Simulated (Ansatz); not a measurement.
# Si2W: what the fields show

```xyz
12
Lattice="3.2290 -3.2290 0.0000 -3.2290 -3.2290 0.0000 0.0000 0.0000 -7.8668" Properties=species:S:1:pos:R:3 pbc="T T T"
Si   -1.6145   -1.6145   -5.2348
Si    0.0000   -3.2290   -1.3014
Si    1.6145   -1.6145   -5.2348
Si    0.0000    0.0000   -1.3014
Si   -1.6145   -1.6145   -2.6320
Si    0.0000   -3.2290   -6.5654
Si    1.6145   -1.6145   -2.6320
Si    0.0000    0.0000   -6.5654
W     0.0000    0.0000   -4.0334
W     1.6145   -1.6145    0.0000
W     0.0000   -3.2290   -3.9334
W    -1.6145   -1.6145    0.0000
```

Space group P4mm; changed on purpose from its base cell (atom 9 (W) moved -0.100 A along Cartesian [0 0 1]); not relaxed (largest force 1.9 eV/Å).

Method: Ansatz 0.2.0, DFT PBE, scalar-relativistic, plane waves, PAW.

Core electrons are frozen (PAW), and the valence fields are smoothed inside the atomic spheres.

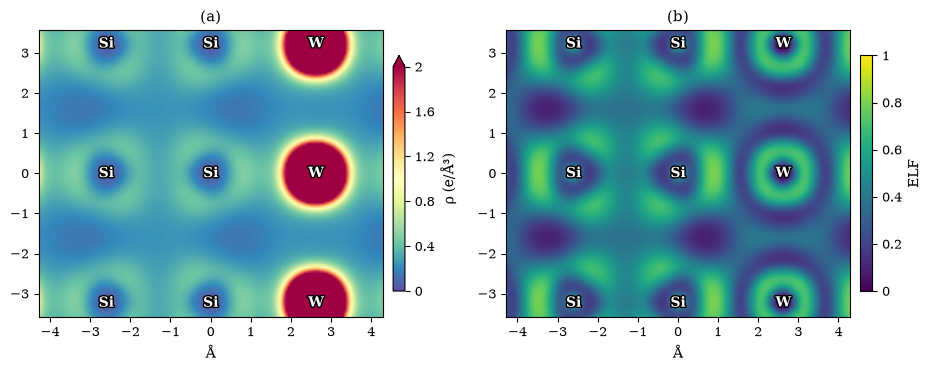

Figure 1. (a) valence pseudo-density; (b) electron localisation function on the (110) plane of the conventional cell.

Q: What do the fields say about this system?

A: Atoms in the plane: Si and W. Si–W (2.63 Å): the density is about 0.41 e/Å³ at the midpoint; the ELF peaks at about 0.80 in the valence shell of Si, 0.9 Å from its nucleus, and is about 0.45 at the midpoint. Between the atoms the lowest density in this plane is 0.14 e/Å³. The features right at W lie inside the PAW spheres, where the map follows smoothed inner orbitals and isn't to be read closely.

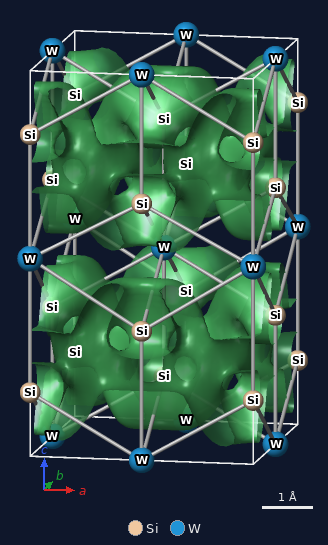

Figure 2. Isosurface of the ELF at 0.55 (green), seen slightly off an axis. Only the valence region is drawn (cores and ρ < 0.01 e/Å³ removed). Sticks mark near contacts.

Q: What do the ELF domains correspond to?

A: The surface consists of sheets that run through the cell in two directions, counted in one cell of 12 atoms. Any copies at cell faces, edges or corners count once.


Si–W (2.53 Å): the ELF peaks at about 0.80 in the valence shell of Si, 0.9 Å from its nucleus, and is about 0.45 at the midpoint. Si–W (2.58 Å): the ELF peaks at about 0.75 in the valence shell of Si, 0.9 Å from its nucleus, and is about 0.50 at the midpoint.

Q: Does the calculation give a band gap?

A: It is metallic or semimetallic at this level of theory: no gap opens.
